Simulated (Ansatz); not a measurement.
## Geometry relaxation, with input and output: Ti (part 1 of 2)

- system: Ti (2 atoms in the cell)
- method: DFT, PBE, PAW with Ansatz's default frozen-core files, scalar-relativistic, no spin polarisation (Ansatz 0.2.0)

The structure was built on a prototype by a generator; it need not be a known phase. Its volume is 0.70 times that of the source entry. It belongs to a series of runs on one base structure; here: hcp relaxed under pressure, PAW files. Figures and captions count atoms from 1; the log counts them from 0 in places.

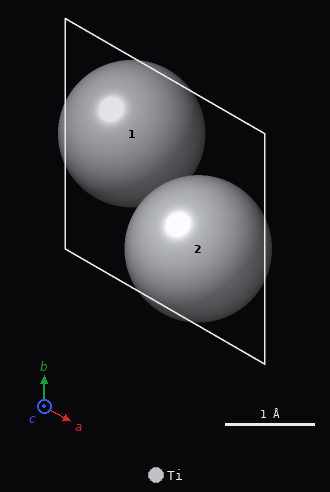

*The structure as given in the input (spheres-only view of the cell of the calculation, along the c axis; atoms are numbered from 1 in the order of the input).*

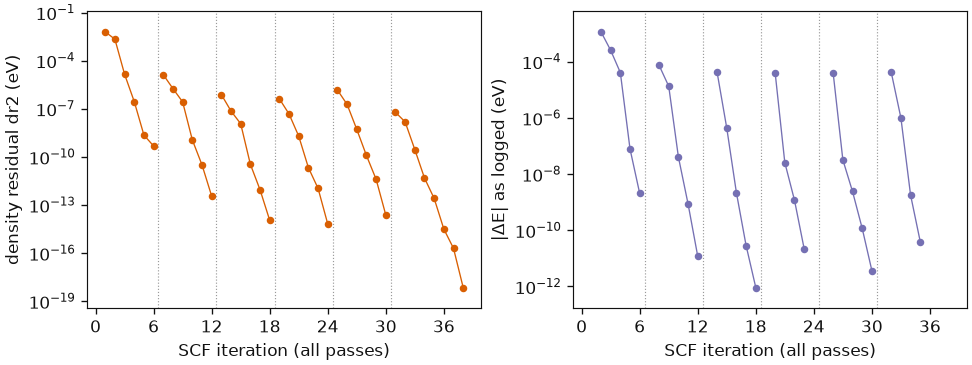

*Convergence of the self-consistent field: density residual dr2 and size of the energy change against the SCF iteration. The dotted lines part the SCF passes of the relaxation: geometry steps, rejected trials and re-solves on a re-selected basis.*

The 6 passes take 6 to 8 iterations each, 38 in all.

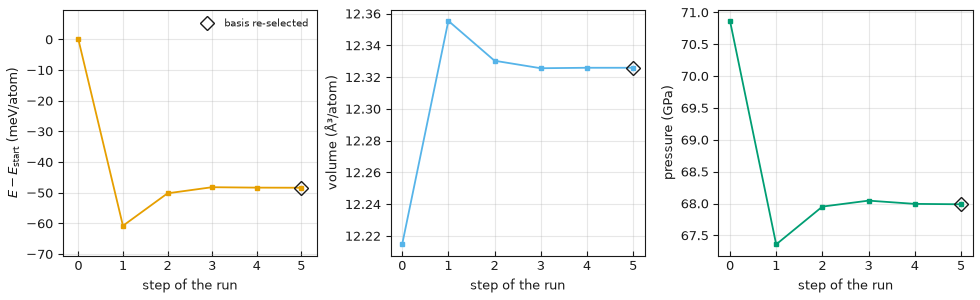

*Progress of the relaxation, step by step (the first geometry is step 0 here and step 1 in the log).*

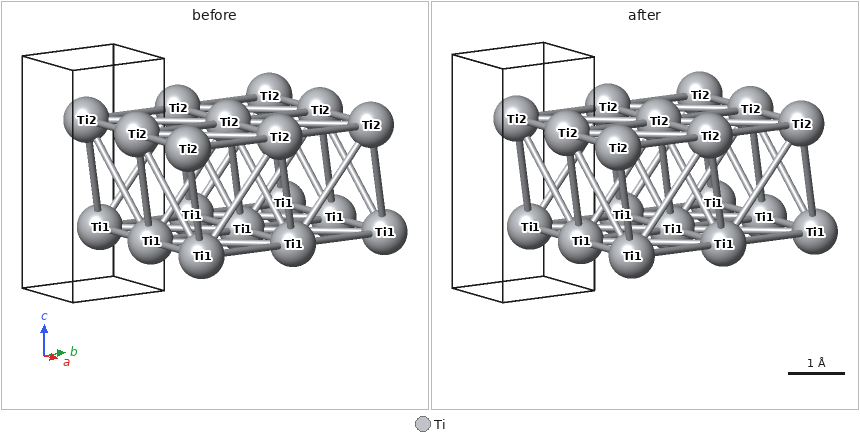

*Before (left) and after (right) the relaxation, at one scale (ball-and-stick view of the cell of the calculation, repeated 3 × 3 × 1, seen slightly off an axis).*

Over 4 geometry steps the energy falls by 48.3 meV per atom. All forces vanish by symmetry, so only the cell relaxes. The pressure goes from 70.87 to 67.99 GPa. No atom moves by more than 0.005 Å relative to the cell. The drawn cell changes as follows: a = b 2.592 → 2.595 Å (+0.1 %), c 4.199 → 4.227 Å (+0.7 %); the volume changes by +0.9 %. Among the contacts that change: Ti1–Ti2 2.578 → 2.591 Å. The space group stays P6_3/mmc (No. 194). A last SCF at the same geometry on a re-selected plane-wave basis shifts the energy by next to nothing (0.0 meV per atom). (Atoms are counted from 1 in the order of the input.)

The input that produced these results follows, with the program's output.

### Input
```yaml
crystal:
  lattice:
    - [2.5919231842, 0.0, 0.0]
    - [-1.2959615921, 2.2446713222, 0.0]
    - [0.0, 0.0, 4.1989155584]
  atoms:
    - { symbol: Ti, position: [0.3333333333, 0.6666666667, 0.25] }
    - { symbol: Ti, position: [0.6666666667, 0.3333333333, 0.75] }
kpoints:
  mp_grid: { grid: [17, 17, 9] }
scf:
  occupations: { method: fermi_dirac, width: 0.1 }
hamiltonian:
  xc: pbe
  pseudopotentials: { kind: paw }
output:
  forces: true
  stress: true
  eigenvalues: true
relax:
  f_tol: 0.005
  max_steps: 40
  cell: { p_target: 68.0, stress_tol: 0.034 }
```

Launched with:
```bash
ansatz run input.yaml --threads 1 --pin off --max-ram 3584MiB --backend cpu --events-out ev --progress --plain --runs-dir out
```

### Output
```
Engine: ansatz 0.2.0, aarch64-unknown-linux-gnu
Pseudopotentials: kind: paw
Pseudopotential: Ti, paw, valence charge 12, recommended cutoff 420 eV (normal), Ti.paw.azcp
Functional definition: PBE
  parameter kappa = 0.804
  parameter beta = 0.06672455060314922
  exchange = pbe_x(kappa = kappa, mu = beta*pi^2/3)
  correlation = pbe_c(beta = beta)
Crystal: 2 atoms, lattice volume = 24.429 Å³
Basis set: ecut = 420 eV, 465 PW (Γ), exchange–correlation on 36×36×60 points (8 copies of the dense FFT grid, shifted against one another)
Bands: 16, of which v1, the nominal top of the filled ones, is band 12 counted from 1 (11 counted from 0)
Symmetry: 24 space group operations
Space group: P63/mmc (ITA 194), of the structure as read, at distance tolerance 2.9e-5 Å
k-points: 165 of 2601
Non-local potential: Ti, projectors of the file, l = 0: 3, l = 1: 2, l = 2: 3, l = 3: 1
PAW form: soft (Blöchl's): semilocal exchange-correlation on the pseudo side does not see the compensation charge
PAW one-centre angular grid: Ti, 590 points (default); XC on 64 Gauss nodes
Initial density: superposition of atomic densities (neutral atoms: chi_scale 0, normalization atom), corrected by the library's trained network
Initial wavefunctions: pseudopotential atomic-orbital guess
Functional: x = pbe(κ = 0.804, μ = 0.2195149727645171), c = pbe(β = 0.06672455060314922)
SCF iter   1: F=—  HF=-4997.577000 eV  |F-HF|=—  |Δ(HF+E_count)|=         —  Δρ=6.61e-3  dr2=6.28e-3  ethr=1.77e-3  ⟨swp⟩=3.7  Hψ=10983  notcnv=0
preconditioner: auto → none  [metal: Δε(μ)=0.017 eV  Ē_g=21.933 eV  σ=0.100 eV  W_gap=0.04  n_scr=2 (ndim 8)  ℏωp=33.6 eV  f_vac=0.000  D(μ)=1.74/eV (n_scr^D=22)  sad-step TF]
SCF iter   2: F=—  HF=-4997.575853 eV  |F-HF|=—  |Δ(HF+E_count)|=   1.15e-3  Δρ=3.89e-3  dr2=2.16e-3  ethr=2.62e-5  ⟨swp⟩=1.0  Hψ=3962  notcnv=0
SCF iter   3: F=—  HF=-4997.575601 eV  |F-HF|=—  |Δ(HF+E_count)|=   2.52e-4  Δρ=2.92e-4  dr2=1.41e-5  ethr=9.01e-6  ⟨swp⟩=2.0  Hψ=3259  notcnv=0
SCF iter   4: F=—  HF=-4997.575641 eV  |F-HF|=—  |Δ(HF+E_count)|=   4.06e-5  Δρ=4.71e-5  dr2=2.77e-7  ethr=5.88e-8  ⟨swp⟩=2.7  Hψ=4712  notcnv=0
iter 5 did not close the SCF: its close was put off for the readings that it lacked (scf_convergence_deferred on its scf_iter line)
SCF iter   5: F=-4997.575641 eV  HF=-4997.575641 eV  |F-HF|=1.17e-9  |Δ(HF+E_count)|=   7.76e-8  Δρ=4.72e-6  dr2=2.26e-9  ethr=1.15e-9  ⟨swp⟩=2.0  Hψ=4304  notcnv=0
SCF iter   6: F=-4997.575641 eV  HF=-4997.575641 eV  |F-HF|=3.58e-10  |Δ(HF+E_count)|=   2.04e-9  Δρ=1.66e-6  dr2=4.71e-10  ethr=9.43e-12  ⟨swp⟩=1.0  Hψ=7970  notcnv=0
SCF 1 converged in 6 iterations: F = -4997.575641 eV  dr2 = 4.71e-10
  greatest PAW one-centre occupation: 0.999 electrons in one spin orbital (limit 2), on the Ti atom at site 1 (counted from 0), in its partial waves of l = 0
relax step   1: F+E_penalty+E_count = -4997.57564124 eV  Δ(F+E_penalty+E_count) = +0.000e0 eV  max|allowed force component| = 1.480e-16 eV/Å  Δτ_max = 0.0000 Å  P = +70.868 GPa  Ω = 24.429 Å³  (6 SCF iters, dr2 threshold 1.00e-7 eV, accepted)
Crystal: 2 atoms, lattice volume = 24.711 Å³
Basis set: ecut = 420 eV, 513 PW (Γ), exchange–correlation on 36×36×60 points (8 copies of the dense FFT grid, shifted against one another)
Initial density: handed on by an earlier stage of this run
Initial wavefunctions: those handed on with the density
iter 1 solved again at ethr=1.28e-7 eV; its pass at ethr=3.10e-3 eV (dr2=3.06e-5 eV) is discarded
SCF iter   1: F=—  HF=-4997.697067 eV  |F-HF|=—  |Δ(HF+E_count)|=         —  Δρ=3.75e-4  dr2=1.32e-5  ethr=1.28e-7  ⟨swp⟩=2.0  Hψ=17430  notcnv=0
preconditioner: auto → none  [metal: Δε(μ)=0.014 eV  Ē_g=3.727 eV  σ=0.100 eV  W_gap=0.03  n_scr=2 (ndim 8)  ℏωp=21.1 eV  f_vac=0.000  D(μ)=1.77/eV (n_scr^D=22)]
SCF iter   2: F=—  HF=-4997.697141 eV  |F-HF|=—  |Δ(HF+E_count)|=   7.46e-5  Δρ=1.53e-4  dr2=1.79e-6  ethr=5.50e-8  ⟨swp⟩=2.6  Hψ=4108  notcnv=0
SCF iter   3: F=—  HF=-4997.697154 eV  |F-HF|=—  |Δ(HF+E_count)|=   1.33e-5  Δρ=3.68e-5  dr2=2.66e-7  ethr=7.46e-9  ⟨swp⟩=2.3  Hψ=4740  notcnv=0
iter 4 did not close the SCF: its close was put off for the readings that it lacked (scf_convergence_deferred on its scf_iter line)
SCF iter   4: F=-4997.697154 eV  HF=-4997.697154 eV  |F-HF|=1.27e-9  |Δ(HF+E_count)|=   4.05e-8  Δρ=3.85e-6  dr2=1.14e-9  ethr=1.11e-9  ⟨swp⟩=2.6  Hψ=4789  notcnv=0
iter 5 did not close the SCF: its close was put off for the readings that it lacked (scf_convergence_deferred on its scf_iter line)
SCF iter   5: F=-4997.697154 eV  HF=-4997.697154 eV  |F-HF|=2.27e-11  |Δ(HF+E_count)|=  8.61e-10  Δρ=4.78e-7  dr2=3.16e-11  ethr=4.74e-12  ⟨swp⟩=2.0  Hψ=4563  notcnv=0
SCF iter   6: F=-4997.697154 eV  HF=-4997.697154 eV  |F-HF|=0.00e0  |Δ(HF+E_count)|=  1.18e-11  Δρ=7.59e-8  dr2=3.57e-13  ethr=1.00e-12  ⟨swp⟩=1.1  Hψ=6018  notcnv=0
SCF 2 converged in 6 iterations: F = -4997.697154 eV  dr2 = 3.57e-13
relax step   2: F+E_penalty+E_count = -4997.69715444 eV  Δ(F+E_penalty+E_count) = -1.215e-1 eV  max|allowed force component| = 1.480e-16 eV/Å  Δτ_max = 0.0000 Å  P = +67.359 GPa  Ω = 24.711 Å³  energy of the carried Pulay correction = -9.671e-5 eV  (6 SCF iters, dr2 threshold 2.00e-7 eV, accepted)
Crystal: 2 atoms, lattice volume = 24.661 Å³
Basis set: ecut = 420 eV, 489 PW (Γ), exchange–correlation on 36×36×60 points (8 copies of the dense FFT grid, shifted against one another)
iter 1 solved again at ethr=6.39e-9 eV; its pass at ethr=3.10e-3 eV (dr2=1.53e-6 eV) is discarded
SCF iter   1: F=—  HF=-4997.675943 eV  |F-HF|=—  |Δ(HF+E_count)|=         —  Δρ=7.63e-5  dr2=7.69e-7  ethr=6.39e-9  ⟨swp⟩=2.1  Hψ=17186  notcnv=0
preconditioner: auto → none  [metal: Δε(μ)=0.018 eV  Ē_g=21.940 eV  σ=0.100 eV  W_gap=0.05  n_scr=2 (ndim 8)  ℏωp=33.4 eV  f_vac=0.000  D(μ)=1.77/eV (n_scr^D=22)]
SCF iter   2: F=—  HF=-4997.675985 eV  |F-HF|=—  |Δ(HF+E_count)|=   4.19e-5  Δρ=2.75e-5  dr2=7.17e-8  ethr=3.21e-9  ⟨swp⟩=3.0  Hψ=4566  notcnv=0
iter 3 did not close the SCF: its close was put off for the readings that it lacked (scf_convergence_deferred on its scf_iter line)
SCF iter   3: F=-4997.675985 eV  HF=-4997.675985 eV  |F-HF|=1.54e-9  |Δ(HF+E_count)|=   4.31e-7  Δρ=7.89e-6  dr2=1.16e-8  ethr=2.99e-10  ⟨swp⟩=2.0  Hψ=4594  notcnv=0
iter 4 did not close the SCF: its close was put off for the readings that it lacked (scf_convergence_deferred on its scf_iter line)
SCF iter   4: F=-4997.675985 eV  HF=-4997.675985 eV  |F-HF|=3.55e-11  |Δ(HF+E_count)|=   2.13e-9  Δρ=6.03e-7  dr2=3.44e-11  ethr=4.83e-11  ⟨swp⟩=3.0  Hψ=5220  notcnv=0
iter 5 did not close the SCF: its close was put off for the readings that it lacked (scf_convergence_deferred on its scf_iter line)
SCF iter   5: F=-4997.675985 eV  HF=-4997.675985 eV  |F-HF|=1.82e-12  |Δ(HF+E_count)|=  2.82e-11  Δρ=7.68e-8  dr2=8.84e-13  ethr=1.00e-12  ⟨swp⟩=1.0  Hψ=2641  notcnv=0
SCF iter   6: F=-4997.675985 eV  HF=-4997.675985 eV  |F-HF|=9.09e-13  |Δ(HF+E_count)|=  9.09e-13  Δρ=1.27e-8  dr2=1.10e-14  ethr=1.00e-12  ⟨swp⟩=1.0  Hψ=5985  notcnv=0
SCF 3 converged in 6 iterations: F = -4997.675985 eV  dr2 = 1.10e-14
relax step   3: F+E_penalty+E_count = -4997.67598539 eV  Δ(F+E_penalty+E_count) = +2.117e-2 eV  max|allowed force component| = 7.401e-17 eV/Å  Δτ_max = 0.0000 Å  P = +67.952 GPa  Ω = 24.661 Å³  energy of the carried Pulay correction = -7.967e-5 eV  (6 SCF iters, dr2 threshold 2.00e-7 eV, accepted)
Crystal: 2 atoms, lattice volume = 24.651 Å³
iter 1 solved again at ethr=1.56e-9 eV; its pass at ethr=3.10e-3 eV (dr2=3.74e-7 eV) is discarded
```
